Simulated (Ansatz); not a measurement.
## Band-structure calculation of KTaO3 (part 2 of 2)

Continued. System: KTaO3 (P4/mmm, 5 atoms in the cell). Method: DFT, HSE06, plane waves, PAW, no spin polarisation (Ansatz 0.2.0); cutoff 420 eV, 4×4×4 k-mesh, fixed occupations. The structure was built on a prototype by a generator; it need not be a known phase. The geometry comes from this level: r2SCAN (a point of a series of strains). It belongs to a series of runs on one base structure; here: epitaxial_xy strain -1.5%.

Geometry of the input (Å; fractional positions):
```
3.9303  0.0000  0.0000
0.0000  3.9303  0.0000
0.0000  0.0000  4.0126
K  0.0000  0.0000  0.0000
Ta 0.5000  0.5000  0.5000
O  0.5000  0.5000  0.0000
O  0.5000  0.0000  0.5000
O  0.0000  0.5000  0.5000
```

## Output, continued
```
  k-point 0: bands = ["-62.5417", "-27.6967", "-27.6967", "-27.6442", "-21.1527", "-11.2760", "-10.6310", "-10.3703", "-3.3955", "-3.3581", "-3.3581", "5.3202", "5.4114", "5.4114", "6.7724", "6.8894", "6.8894", "7.3798", "7.3872", "7.3872", "11.6478", "11.6478", "11.6731", "16.2813", "16.6946"]
  k-point 1: bands = ["-62.5414", "-27.6954", "-27.6934", "-27.6934", "-21.1367", "-11.2414", "-10.6199", "-9.9147", "-3.3364", "-3.3364", "-3.3023", "3.9390", "5.3739", "5.3739", "6.1631", "6.2207", "6.2207", "6.5435", "7.1644", "7.1644", "11.7503", "13.1656", "13.1656", "16.8432", "17.5221"]
  k-point 2: bands = ["-62.5412", "-27.7461", "-27.6901", "-27.6901", "-21.1207", "-11.2587", "-10.6088", "-9.3198", "-3.3147", "-3.3147", "-3.2073", "2.3196", "5.4616", "5.4616", "5.5195", "5.5195", "5.6302", "6.3294", "7.0885", "7.0885", "11.8308", "14.6247", "14.6247", "16.8564", "18.7131"]
  k-point 17: bands = ["-62.5396", "-27.8140", "-27.8140", "-27.7272", "-21.0835", "-9.4135", "-9.4135", "-9.2952", "-3.6834", "-3.6834", "-3.6715", "1.9099", "1.9108", "2.3346", "3.5896", "3.8428", "3.8428", "7.9930", "8.0376", "8.0376", "16.4705", "16.4705", "16.6581", "18.7848", "18.7848"]
```

## File bands.tsv
```
# k_distance	band_0	band_1	band_2	band_3	band_4	band_5	band_6	band_7	band_8	band_9	band_10	band_11	band_12	band_13	band_14	band_15	band_16	band_17	band_18	band_19	band_20	band_21	band_22	band_23	band_24
# fermi_ev = 8.037604
# lock_threshold_ev = 1e-6
# [0, 0, 0] at k_distance = 0.000000
# [0, 0.5, 0] at k_distance = 0.799331
# [0.5, 0.5, 0] at k_distance = 1.598661
# [0.5, 0.5, 0.5] at k_distance = 2.381597
# levels_relative_to = fermi_ev
# free_energy_ev = -13179.054045
# largest_residual_norms_ev = 2.526e-4 1.668e-4 2.360e-4 2.413e-4 2.313e-4 3.035e-4 5.380e-4 4.233e-4 6.953e-4 6.995e-4 7.814e-4 2.386e-3 2.299e-3 2.332e-3 2.334e-3 2.321e-3 2.065e-3 1.237e-3 2.020e-3 1.200e-3 8.894e-4 1.762e-3 1.285e-3 6.169e-4 1.587e-3
0.000000	-70.579257	-35.734280	-35.734280	-35.681795	-29.190342	-19.313558	-18.668640	-18.407935	-11.433081	-11.395688	-11.395688	-2.717438	-2.626164	-2.626164	-1.265212	-1.148154	-1.148154	-0.657804	-0.650384	-0.650384	3.610243	3.610243	3.635470	8.243650	8.657030
0.799331	-70.578534	-35.868196	-35.725875	-35.673307	-29.154144	-19.160905	-18.429081	-17.474362	-11.381089	-11.342470	-11.229366	-6.131428	-2.892290	-2.879026	-2.608071	-2.450451	-2.325549	-1.646154	-0.909482	-0.876692	3.797900	6.877640	6.890534	8.515324	10.547428
1.598661	-70.577784	-35.858432	-35.858432	-35.664764	-29.137137	-18.559050	-17.530500	-17.530500	-11.419438	-11.419438	-11.292835	-6.151138	-6.140219	-5.160079	-3.212390	-3.212390	-1.744566	-1.420343	-1.420343	-0.079998	6.938086	6.938086	8.465408	9.300117	12.259869
2.381597	-70.577239	-35.851596	-35.851596	-35.764853	-29.121071	-17.451081	-17.451081	-17.332761	-11.721022	-11.721022	-11.709153	-6.127708	-6.126775	-5.703037	-4.447997	-4.194773	-4.194773	-0.044610	0.000000	0.000000	8.432863	8.432863	8.620494	10.747158	10.747158
```

## File v_z.tsv
```
# z_ang	v_es[eV]	v_tot[eV]
# format = ansatz-planar-average/11
# xc	hse06
# density_cutoff_ev	1680
# datasets	K=:simpson_from_first_knot:soft:fock:shift=0	Ta=:simpson_from_first_knot:soft:fock:shift=0	O=:simpson_from_first_knot:soft:fock:shift=0
# lattice	3.930279136	0.000000000	0.000000000
# lattice	0.000000000	3.930279136	0.000000000
# lattice	0.000000000	0.000000000	4.012579847
# sites	5
# site	19	0.000000000	0.000000000	0.000000000
# site	73	1.965139568	1.965139568	2.006289923
# site	8	1.965139568	1.965139568	0.000000000
# site	8	1.965139568	0.000000000	2.006289923
# site	8	0.000000000	1.965139568	2.006289923
0.000000	3.149133e0	-6.422884e0
0.148614	3.617692e0	-5.814842e0
0.297228	4.960720e0	-4.111085e0
0.445842	6.828423e0	-1.693026e0
0.594456	8.911198e0	9.809081e-1
0.743070	1.034172e1	2.945332e0
0.891684	1.069423e1	3.516509e0
1.040298	1.014524e1	2.930464e0
1.188913	8.904983e0	1.267557e0
1.337527	6.758076e0	-1.889618e0
1.486141	3.204966e0	-6.592282e0
1.634755	-5.532632e-1	-1.138009e1
1.783369	-3.668207e0	-1.522743e1
1.931983	-5.488706e0	-1.741866e1
2.080597	-5.488706e0	-1.741866e1
2.229211	-3.668207e0	-1.522743e1
2.377825	-5.532632e-1	-1.138009e1
2.526439	3.204966e0	-6.592282e0
2.675053	6.758076e0	-1.889618e0
2.823667	8.904983e0	1.267557e0
2.972281	1.014524e1	2.930464e0
3.120895	1.069423e1	3.516509e0
3.269510	1.034172e1	2.945332e0
3.418124	8.911198e0	9.809081e-1
3.566738	6.828423e0	-1.693026e0
3.715352	4.960720e0	-4.111085e0
3.863966	3.617692e0	-5.814842e0
```

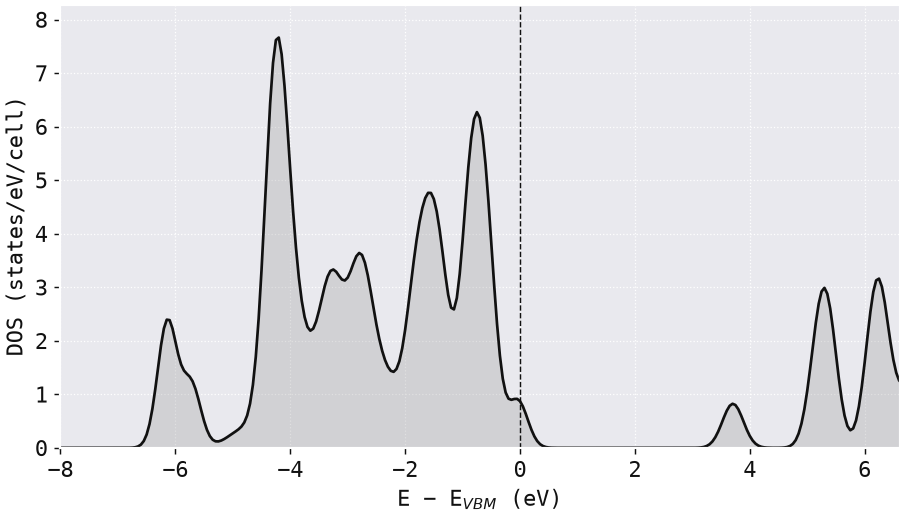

*Density of states (the curve is built from the levels of the k mesh with Gaussians 0.4 eV wide, which also blur the band edges), with energies from the valence-band top.*

There is a gap of 3.61 eV on the k-point mesh. Small ripples come from the finite k-point mesh.

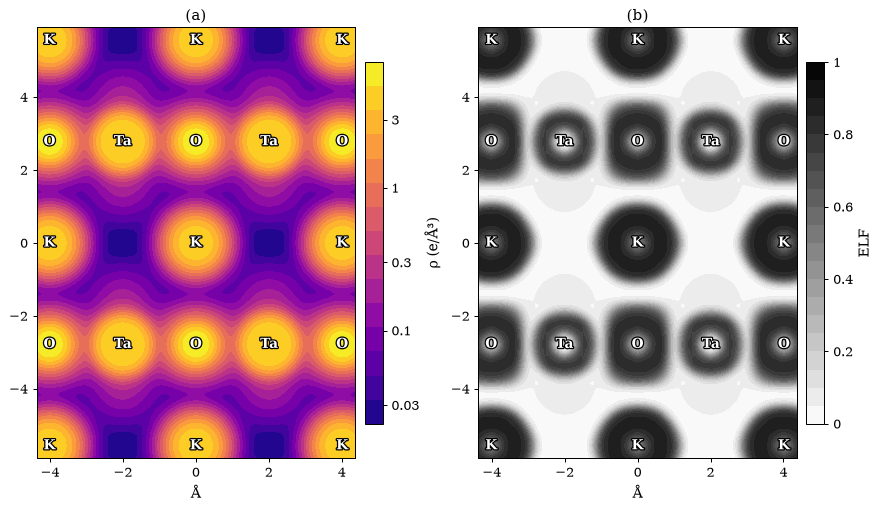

*(a) valence electron density; (b) electron localisation function on the (110) plane of the conventional cell.*

The section cuts through K, Ta and O sites. Ta–O (2.01 Å): the density is about 0.85 e/Å³ at the midpoint; the ELF peaks at about 0.80 in the valence shell of O, 0.6 Å from its nucleus, and drops to about 0.20 between the two atoms. Away from the nuclei the density in this plane falls to 0.02 e/Å³ at its lowest. The strong features right at K and Ta lie inside the PAW spheres (semicore, d or f shells) and say nothing about bonding. In a PAW calculation such maps are meaningful between the atoms, not at the nuclei.

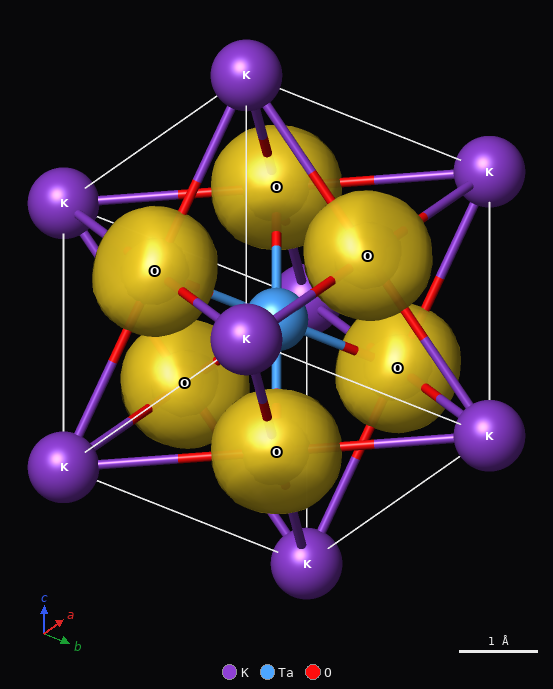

*Isosurface of the ELF at 0.75 (yellow), seen at an oblique angle. Only the valence region is drawn (cores and ρ < 0.01 e/Å³ removed). Sticks mark near contacts. The outline is the cell set on symmetry axes.*

Along the contacts the grid gives the following. Ta–O (1.97 Å): the ELF peaks at about 0.85 in the valence shell of O, 0.6 Å from its nucleus, and drops to about 0.20 between the two atoms. K–O (2.78 Å): the ELF is about 0.05 at the midpoint (a largely ionic contact).

## Results in brief

| quantity | value |
| --- | --- |
| outcome | converged |
| space group (tolerance 0.01 Å) | P4/mmm (123) |
| electrons treated | 40 |
| free energy | −13179.0540 eV |
| Fermi energy | 8.038 eV |
| gap on the k-point mesh | 3.61 eV |
| pressure | 5.03 GPa |
| largest force (length of the vector) | under 0.001 eV/Å |
| hardware | 2 threads of AMD EPYC (Zen 3), 64 GiB of memory available, shared host |
| wall time | 33 s (CPU time 61 s) |
| peak memory | 1.1 GiB |

## Notes

Warnings of the run: the exchange loop's threshold is looser than advised for the stress; the SCF threshold is looser than advised for the printed stress. Spin–orbit coupling is left out, which matters for Ta.
